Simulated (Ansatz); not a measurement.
The coordinates of a crystal:

```cif
data_structure
_symmetry_space_group_name_H-M 'P 1'
_symmetry_Int_Tables_number 1
_cell_length_a 5.4355
_cell_length_b 5.4355
_cell_length_c 5.4355
_cell_angle_alpha 90.000
_cell_angle_beta 90.000
_cell_angle_gamma 90.000
_cell_volume 160.59
loop_
_atom_site_label
_atom_site_type_symbol
_atom_site_fract_x
_atom_site_fract_y
_atom_site_fract_z
_atom_site_occupancy
Fe1 Fe 0.00000 0.00000 0.00000 1
Fe2 Fe 0.25000 0.25000 0.75000 1
Fe3 Fe 0.25000 0.75000 0.25000 1
Fe4 Fe 0.75000 0.25000 0.25000 1
Fe5 Fe 0.25000 0.25000 0.25000 1
Co1 Co 0.50000 0.00000 0.00000 1
Co2 Co 0.00000 0.00000 0.50000 1
Co3 Co 0.00000 0.50000 0.00000 1
Fe6 Fe 0.50000 0.50000 0.50000 1
Fe7 Fe 0.75000 0.75000 0.25000 1
Fe8 Fe 0.75000 0.25000 0.75000 1
Fe9 Fe 0.25000 0.75000 0.75000 1
Fe10 Fe 0.75000 0.75000 0.75000 1
Co4 Co 0.00000 0.50000 0.50000 1
Co5 Co 0.50000 0.50000 0.00000 1
Co6 Co 0.50000 0.00000 0.50000 1
```

### Characterise the structure given above.

The structure is one of Fe5Co3. It is body-centred cubic, space group Im-3m (No. 229). It has 16 atoms to the cell (10 Fe, 6 Co). Around each Co lie eight Fe in a cubic arrangement at 2.35 Å. Fe takes two kinds of site: 2a with eight Fe in a cubic arrangement at 2.35 Å; 8c with six Co and two Fe in a cubic arrangement (2.35 Å to Co, 2.35 Å to Fe). Not all metal-metal contacts are counted. The bonds build a three-dimensional framework.

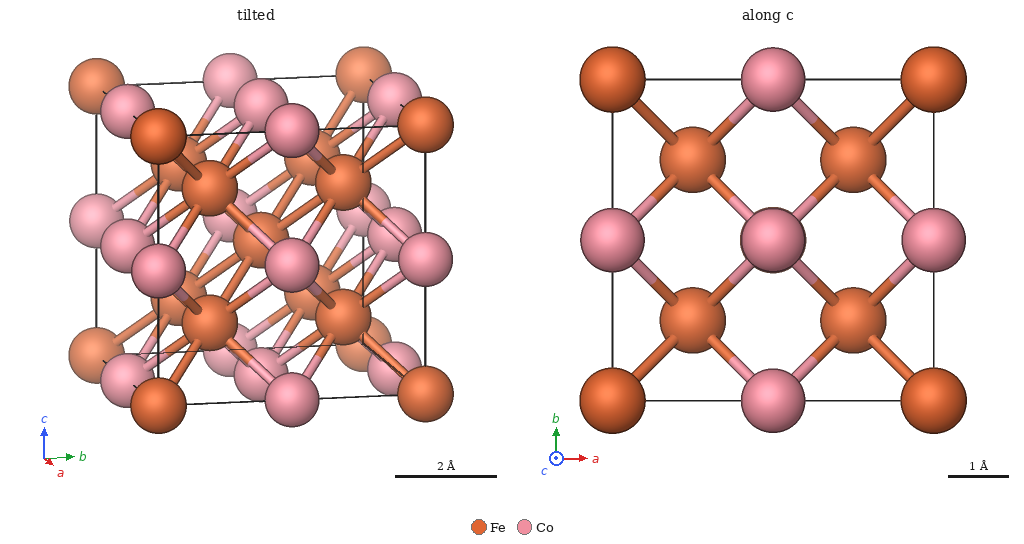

Crystal structure, ball-and-stick style, seen slightly off an axis and along the c axis. The wireframe shows the conventional unit cell.

The initial geometry was a structure listed in the Materials Project. The cell was then strained or its atoms displaced on purpose. It went into a calculation with Ansatz.

At this level of theory the cell isn't at rest (compressed, at 25 GPa), so its distances can differ from those at equilibrium, the more so the softer the solid.
